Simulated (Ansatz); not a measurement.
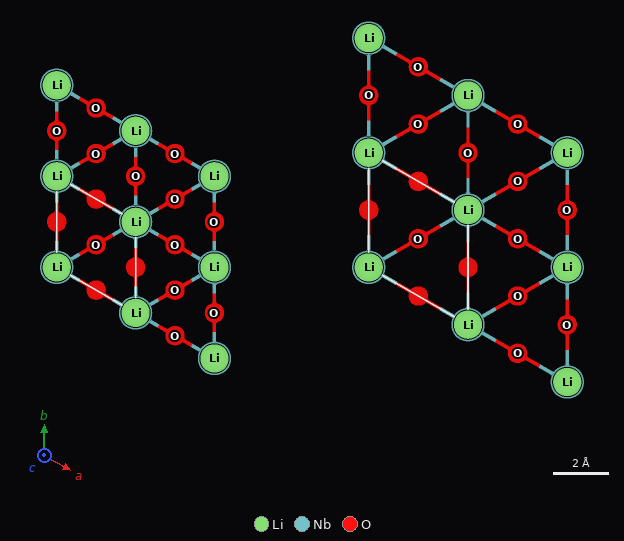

Two geometries of crystalline LiNbO₃ (a generated structure, set up in P6/mmm) (coarse preliminary run), drawn at one scale. One is the start of a relaxation, the other its converged end. A ball-and-stick model of the cell of the calculation, repeated 2 × 2 × 1 with one cell outlined, seen along the c axis.

Theory: DFT PBE, scalar-relativistic, plane waves, PAW (Ansatz). Settings: plane-wave cutoff 420 eV; k-point mesh 6 × 6 × 4; occupations gaussian; smearing width 0.1 eV; no spin polarisation; cell and atoms relaxed; force threshold 0.04 eV/Å; at most 70 steps.

Q: Which of the two is the end point?

A: The right one is the relaxed one. The energy falls by 19.487 eV per cell of the calculation in 10 accepted moves (13 points after the start). All forces vanish by symmetry, so only the cell relaxes. Pressure: 201.38 GPa at the start and 0.02 GPa at the end. The SCF was repeated 3 times at an unchanged geometry on a basis and grid sized afresh for the cell, which shifted the energy by 0.942 eV per cell of the calculation at most. The atoms keep their places relative to the cell (all moves are under 0.005 Å). The volume changes by +51.9 %, with a = b 3.331 → 4.193 Å (+25.9 %), c 5.872 → 5.629 Å (−4.1 %). Among the contacts that change: Nb–O 1.666 → 2.097 Å, O–O 1.666 → 2.097 Å, Li–Nb 2.936 → 2.815 Å. The space group stays P6/mmm (No. 191).

Limits of the set-up: layers or molecules are held without a dispersion correction, so their spacing is unreliable.
